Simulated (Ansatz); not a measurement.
Ti: geometry relaxation (part 2 of 2)

Continued. System: Ti (P-3m1, 5 atoms in the cell). Method: DFT r2SCAN, scalar-relativistic, plane waves, PAW, no spin polarisation (Ansatz 0.2.0); cutoff 500 eV, 18×18×4 k-mesh, Gaussian smearing of 0.1 eV. The structure was built on a prototype by a generator; it need not be a known phase. It belongs to a series of runs on one base structure; here: stacking ABCAC.

Geometry of the input (Å; fractional positions):
```
2.9358  0.0000  0.0000
-1.4679  2.5425  0.0000
0.0000  0.0000  11.5918
Ti 0.0000  0.0000  0.0000
Ti 0.3333  0.6667  0.2000
Ti 0.6667  0.3333  0.4000
Ti 0.0000  0.0000  0.6000
Ti 0.6667  0.3333  0.8000
```

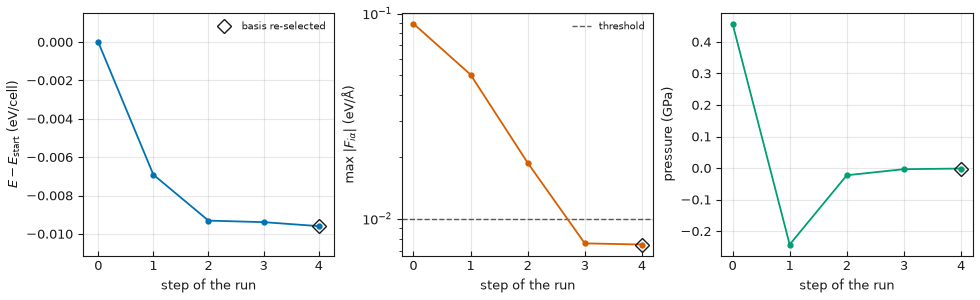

*Progress of the relaxation, step by step (the first geometry is step 0 here and step 1 in the log).*

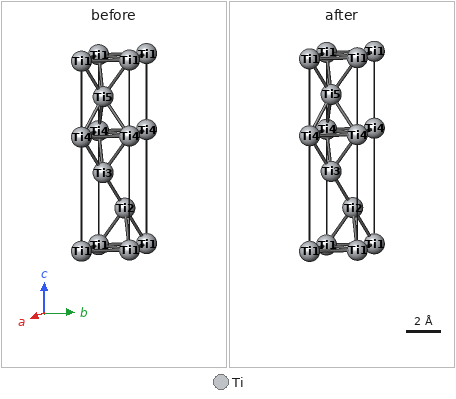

*Before (left) and after (right) the relaxation, at one scale (ball-and-stick view of the cell of the calculation, seen slightly off an axis).*

Over 3 geometry steps the energy falls by 9.4 meV per cell of the calculation. Largest force component: 0.089 eV/Å at the start, 0.0075 eV/Å at the end. Pressure: 0.46 GPa at the start and 0.00 GPa at the end. The largest moves relative to the cell, 0.014 Å, are those of Ti1 and Ti3. Cell: a = b 2.936 → 2.923 Å (−0.4 %), c 11.592 → 11.744 Å (+1.3 %). Volume +0.4 %. Among the contacts that change: Ti4–Ti5 2.872 → 2.906 Å, Ti1–Ti2 2.872 → 2.904 Å, Ti1–Ti1 2.936 → 2.923 Å. The space group stays P-3m1 (No. 164). A last SCF at the same geometry on a re-selected plane-wave basis shifts the energy by −0.2 meV per cell of the calculation. (Atoms are counted from 1 in the order of the input.)

```
basis re-selected at this cell: Δ(F+E_penalty+E_count) = -2.072e-4 eV, ΔP = +0.002 GPa vs the last step (what re-selecting the basis moved, of the pressure what is left beyond the Pulay correction that the steps carried, after the strain that the cell walked since its last selection, with what the two solves' SCF thresholds leave and, on support functions, any second-order correction that the steps lacked; it is no measure of the basis error at this ecutwfc). This SCF's stress stands 1.54e-3 GPa from its target on what of the cell is left free (relax.cell.stress_tol is 5.00e-2 GPa) and its largest allowed force component is 7.49e-3 eV/Å (relax.f_tol is 1.00e-2 eV/Å): within both
SCF converged after 8 iterations
Free energy (F): -12521.638536 eV
Harris-Foulkes:  -12521.638536 eV  (|F-HF|=0.00e0)
Internal energy: -12521.607335 eV  (E = F + TS)
E sigma→0 (E₀):  -12521.622936 eV
Entropy (-TS):   -0.031202 eV (-6.240 meV/atom)
Fermi energy:    13.263822 eV
--- Per-component energies (eV) ---
  E_band       = -854.171534
  E_kinetic    = 1361.766861
  E_local      = -4048.210765  (includes V_loc(G=0)·N_el)
  E_nonlocal   = 36.206693
  E_hartree    = 1656.853141
  E_xc         = -464.001002
  E_vxc        = -663.300171  (∫ρ·V_xc dr)
  E_paw        = -5283.325676  (= ΣΔE_a)
  E_vpaw       = -900.016171  (= ΣTr[D̂ρ^β])
  E_aug_tail   = 0.000442  (compensation charges beyond the density's cutoff)
  E_vtau       = 45.675337  (kinetic-family band-sum trace: ∫τ·v_τ [+ j·A + Jᵃ·Aᵃ] dr)
  E_ewald      = -5779.629744
  E_core_change = -1.267286  (= ΣΔE_core)
  E_smearing   = -0.031202  (= −TS)
  E_closure    = 0.000000  (closes the sum)
  Σ components = -12521.638536   (vs F -12521.638536, Δ=0.00e0)
--- Forces (eV/Å), atoms counted from 1 ---
  atom   1  Ti    -0.00000000    -0.00000000    -0.00556925
  atom   2  Ti     0.00000000     0.00000000     0.00000000
  atom   3  Ti     0.00000000     0.00000000     0.00556925
  atom   4  Ti     0.00000000    -0.00000000    -0.00748502
  atom   5  Ti     0.00000000     0.00000000     0.00748502
  max |Σ_I F_I| component: 3.70e-17 eV/Å
--- Stress (GPa, compression-positive) ---
       -0.001544      -0.000000       0.000000
       -0.000000      -0.001544      -0.000000
        0.000000      -0.000000      -0.000914
  P = ⅓ Tr σ = -0.0013 GPa (-0.013 kbar)
--- Band table (eV; the first three rows and the last of 138) ---
  k-point 0: bands = ["-45.8763", "-45.8212", "-45.7874", "-45.7392", "-45.6998", "-21.3321", "-21.2702", "-20.9134", "-20.8917", "-20.7660", "-20.7660", "-20.7278", "-20.7278", "-20.6793", "-20.6793", "-20.6573", "-20.6573", "-20.6432", "-20.6202", "-20.6202", "6.7454", "8.0400", "8.0401", "10.2477", "10.2945", "13.4309", "13.4506", "13.5909", "13.6754", "14.1414", "14.1414", "14.1708", "14.1708", "14.3106", "14.3362", "14.3362"]
  k-point 1: bands = ["-45.8755", "-45.8254", "-45.7806", "-45.7438", "-45.6986", "-21.3577", "-21.2173", "-21.0127", "-20.8029", "-20.7663", "-20.7663", "-20.7267", "-20.7267", "-20.6819", "-20.6819", "-20.6600", "-20.6550", "-20.6550", "-20.6207", "-20.6207", "6.8317", "7.5020", "8.6644", "9.8741", "10.4760", "13.2533", "13.4008", "13.7045", "13.8839", "14.1331", "14.1331", "14.1756", "14.1756", "14.2571", "14.3547", "14.3547"]
  k-point 2: bands = ["-45.8747", "-45.8289", "-45.7729", "-45.7499", "-45.6976", "-21.3723", "-21.1361", "-21.1075", "-20.7666", "-20.7666", "-20.7423", "-20.7256", "-20.7256", "-20.6923", "-20.6843", "-20.6843", "-20.6530", "-20.6530", "-20.6212", "-20.6212", "7.0550", "7.1242", "9.3071", "9.3085", "10.5342", "13.2113", "13.2943", "13.8271", "14.0767", "14.1128", "14.1128", "14.1319", "14.2382", "14.2382", "14.2659", "14.2659"]
  k-point 137: bands = ["-45.7417", "-45.7417", "-45.6719", "-45.6719", "-45.6496", "-21.1969", "-21.1969", "-21.1728", "-21.1210", "-21.1210", "-21.0818", "-21.0645", "-20.9917", "-20.9917", "-20.9604", "-20.8798", "-20.8798", "-20.7845", "-20.7845", "-20.7740", "11.7808", "11.9610", "11.9610", "11.9707", "11.9877", "12.0355", "12.0355", "12.1316", "12.1557", "12.1557", "13.2226", "13.2226", "13.3094", "13.4334", "13.4334", "14.9659"]
--- Relaxed structure (4 steps of the walk, 4 accepted, 1 SCFs on fresh bases) ---
  F+E_penalty+E_count = -12521.63853642 eV   max|allowed force component| = 7.485e-3 eV/Å   (the final SCF, on the basis selected at the relaxed cell)
  cell:  # Å, volume = 86.8962 Å³
    - [2.9229361911400775, 2.874080755518485e-11, 4.766606498842171e-19]
    - [-1.461468095594929, 2.5313369951538647, -9.53321299768437e-19]
    - [1.882051054768562e-18, -3.2598080492237396e-18, 11.744411005677936]
  atoms:
    - { symbol: Ti, position: [8.511709853962426e-18, 7.574633373526847e-18, -0.0011849574278894968] }
    - { symbol: Ti, position: [0.33333333333333326, 0.6666666666666665, 0.19999999999999998] }
    - { symbol: Ti, position: [0.6666666666666666, 0.33333333333333326, 0.40118495742788945] }
    - { symbol: Ti, position: [8.511709853962417e-18, 7.503859616030846e-18, 0.5992993946630012] }
    - { symbol: Ti, position: [0.6666666666666666, 0.33333333333333326, 0.8007006053369986] }
--- Löwdin populations: 5 sites ---
  site symbol       q [e]
     0     Ti     11.8265
     1     Ti     11.8241
     2     Ti     11.8265
     3     Ti     11.8479
     4     Ti     11.8479
  spilling = 0.013787 (of n_electrons = 60.000000)
```

**File populations.tsv**
```
# site	symbol	l	j	q
# orbitals = lowdin
# n_electrons = 60.000000
# spilling = 0.013787
0	Ti	0_3S	-	1.924993
0	Ti	0_4S	-	0.943610
0	Ti	1_3P	-	5.988830
0	Ti	2_3D	-	2.969043
1	Ti	0_3S	-	1.926331
1	Ti	0_4S	-	0.939958
1	Ti	1_3P	-	5.989137
1	Ti	2_3D	-	2.968671
2	Ti	0_3S	-	1.924993
2	Ti	0_4S	-	0.943610
2	Ti	1_3P	-	5.988830
2	Ti	2_3D	-	2.969043
3	Ti	0_3S	-	1.925290
3	Ti	0_4S	-	0.949745
3	Ti	1_3P	-	5.989140
3	Ti	2_3D	-	2.983689
4	Ti	0_3S	-	1.925290
4	Ti	0_4S	-	0.949745
4	Ti	1_3P	-	5.989140
4	Ti	2_3D	-	2.983689
```

**Trajectory as extended XYZ (Å, eV, eV/Å), 5 frames, from step=1 to step=5**
```
5
Lattice="2.9358 0.0000 0.0000 -1.4679 2.5425 0.0000 0.0000 0.0000 11.5918" Properties=species:S:1:pos:R:3:forces:R:3 step=1 energy=-12521.62894 pressure_GPa=0.46
Ti    0.0000    0.0000    0.0000    0.0000   0.0000  -0.0893
Ti    0.0000    1.6950    2.3184    0.0000   0.0000   0.0000
Ti    1.4679    0.8475    4.6367    0.0000   0.0000   0.0893
Ti    0.0000    0.0000    6.9551    0.0000   0.0000  -0.0400
Ti    1.4679    0.8475    9.2735    0.0000   0.0000   0.0400
5
Lattice="2.9185 0.0000 0.0000 -1.4592 2.5275 0.0000 0.0000 0.0000 11.8077" Properties=species:S:1:pos:R:3:forces:R:3 step=2 energy=-12521.63585 pressure_GPa=-0.24
Ti    0.0000    0.0000   -0.0260    0.0000   0.0000   0.0460
Ti    0.0000    1.6850    2.3615    0.0000   0.0000   0.0000
Ti    1.4592    0.8425    4.7490    0.0000   0.0000  -0.0460
Ti    0.0000    0.0000    7.0854    0.0000   0.0000  -0.0504
Ti    1.4592    0.8425    9.4453    0.0000   0.0000   0.0504
5
Lattice="2.9224 0.0000 0.0000 -1.4612 2.5309 0.0000 0.0000 0.0000 11.7509" Properties=species:S:1:pos:R:3:forces:R:3 step=3 energy=-12521.63825 pressure_GPa=-0.02
Ti    0.0000    0.0000   -0.0143    0.0000   0.0000  -0.0049
Ti    0.0000    1.6872    2.3502    0.0000   0.0000   0.0000
Ti    1.4612    0.8436    4.7146    0.0000   0.0000   0.0049
Ti    0.0000    0.0000    7.0445    0.0000   0.0000  -0.0187
Ti    1.4612    0.8436    9.4067    0.0000   0.0000   0.0187
5
Lattice="2.9229 0.0000 0.0000 -1.4615 2.5313 0.0000 0.0000 0.0000 11.7444" Properties=species:S:1:pos:R:3:forces:R:3 step=4 energy=-12521.63833 pressure_GPa=-0.00
Ti    0.0000    0.0000   -0.0139    0.0000   0.0000  -0.0056
Ti    0.0000    1.6876    2.3489    0.0000   0.0000   0.0000
Ti    1.4615    0.8438    4.7117    0.0000   0.0000   0.0056
Ti    0.0000    0.0000    7.0384    0.0000   0.0000  -0.0076
Ti    1.4615    0.8438    9.4038    0.0000   0.0000   0.0076
5
Lattice="2.9229 0.0000 0.0000 -1.4615 2.5313 0.0000 0.0000 0.0000 11.7444" Properties=species:S:1:pos:R:3:forces:R:3 step=5 energy=-12521.63854 pressure_GPa=-0.00
Ti    0.0000    0.0000   -0.0139    0.0000   0.0000  -0.0056
Ti    0.0000    1.6876    2.3489    0.0000   0.0000   0.0000
Ti    1.4615    0.8438    4.7117    0.0000   0.0000   0.0056
Ti    0.0000    0.0000    7.0384    0.0000   0.0000  -0.0075
Ti    1.4615    0.8438    9.4038    0.0000   0.0000   0.0075
```

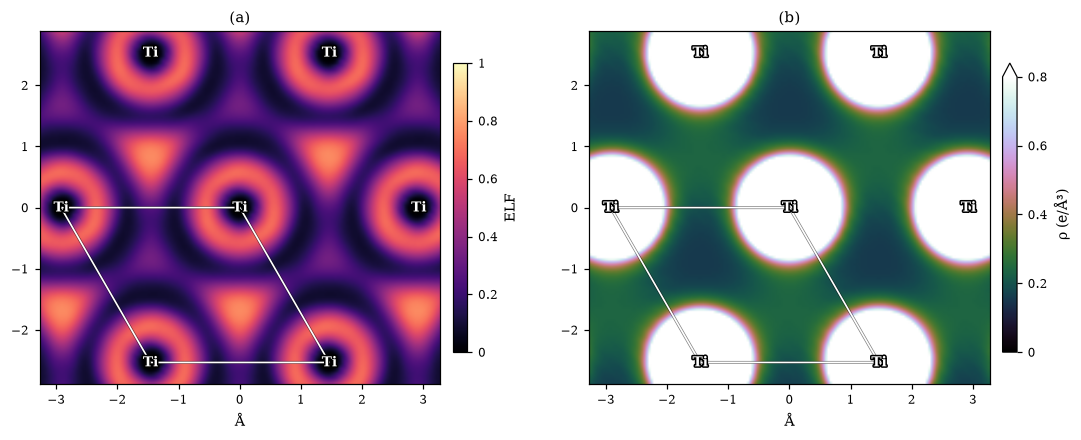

*(a) electron localisation function; (b) valence electron density on the (001) plane of the conventional cell.*

The section cuts through Ti sites. Ti–Ti (2.92 Å): the density is about 0.19 e/Å³ at the midpoint; the ELF is about 0.25 at the midpoint; no shared electron pair. Away from the nuclei the density in this plane falls to 0.15 e/Å³ at its lowest. The strong features right at Ti lie inside the PAW spheres (semicore, d or f shells) and say nothing about bonding. In a PAW calculation such maps are meaningful between the atoms, not at the nuclei.

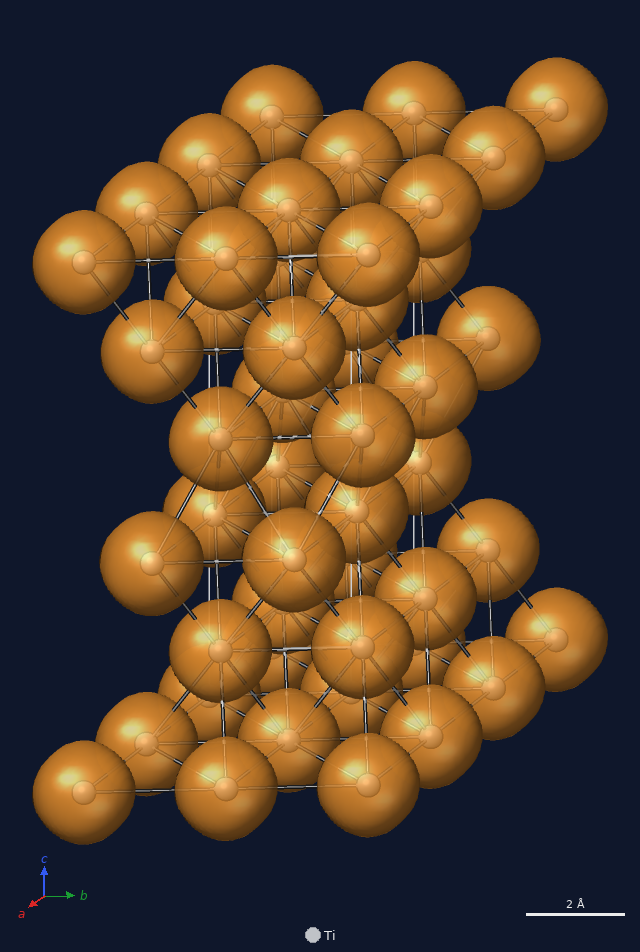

*Isosurface of the valence pseudo-density at 0.3 e/Å³ (orange), seen at an oblique angle. Sticks mark near contacts. The outline is the cell set on symmetry axes.*

At this value the density breaks into separate islands; it holds about 80 % of the electrons treated as valence (semicore included). It is pinched off along the Ti–Ti (2.87 Å) and Ti–Ti (2.92 Å) contacts. On the grid the lowest density along these lines, outside the cores, is 0.19 e/Å³ (Ti–Ti, 2.87 Å) and 0.19 e/Å³ (Ti–Ti, 2.92 Å).
